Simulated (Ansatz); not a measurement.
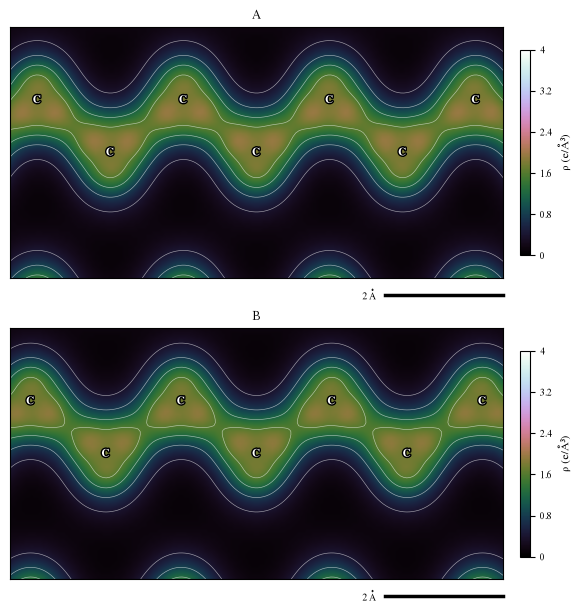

C. The valence charge density (pseudo) of two cells that differ in size and shape, on the (101̄) plane of each (indices in the axes of the calculation cell), at one length scale and on one colour scale; one has 5.5 and the other 5.8 Å³ an atom.

These are results of Ansatz, DFT, PBE, PAW with Ansatz's default frozen-core files, scalar-relativistic, not measurements.

In a PAW calculation such maps are meaningful between the atoms, not at the nuclei.

**Which is the denser cell? Describe the effect of the change.**

Panel A is the smaller cell, by 6 % in volume. From the larger cell to the smaller, C–C goes from 1.56 to 1.53 Å, and the density at its midpoint from 1.6 to 1.7 e/Å³; the pressure goes from −11 to 16 GPa; the Kohn–Sham gap goes from 3.7 eV to 3.4 eV.
